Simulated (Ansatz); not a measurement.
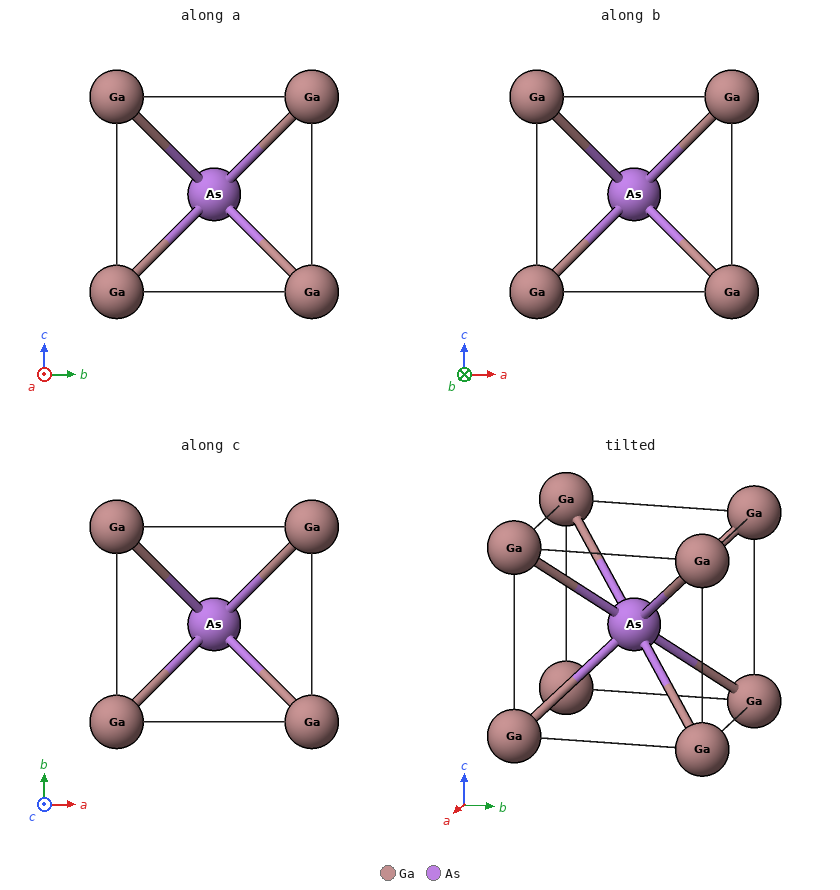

Ball-and-stick representation of a periodic structure, projected along the a axis, along the b axis, along the c axis and slightly off an axis. One conventional unit cell is outlined, and atoms on its boundary appear in each equivalent place.

Lattice parameters: a = 3.2536 Å, b = 3.2536 Å, c = 3.2536 Å, α = 90.000°, β = 90.000°, γ = 90.000°.

> Set out the cell and atoms as a CIF in P1 with every atom of the cell.

```cif
data_structure
_symmetry_space_group_name_H-M 'P 1'
_symmetry_Int_Tables_number 1
_cell_length_a 3.2536
_cell_length_b 3.2536
_cell_length_c 3.2536
_cell_angle_alpha 90.000
_cell_angle_beta 90.000
_cell_angle_gamma 90.000
_cell_volume 34.44
loop_
_atom_site_label
_atom_site_type_symbol
_atom_site_fract_x
_atom_site_fract_y
_atom_site_fract_z
_atom_site_occupancy
Ga1 Ga 0.0000 0.0000 0.0000 1
As1 As 0.5000 0.5000 0.5000 1
```

Source of the structure: a structure type filled with these elements by a generator (whether the compound takes this form wasn't checked). Earlier steps of the study may have refined or changed the cell and positions. An electronic-structure calculation with Ansatz was run on it.
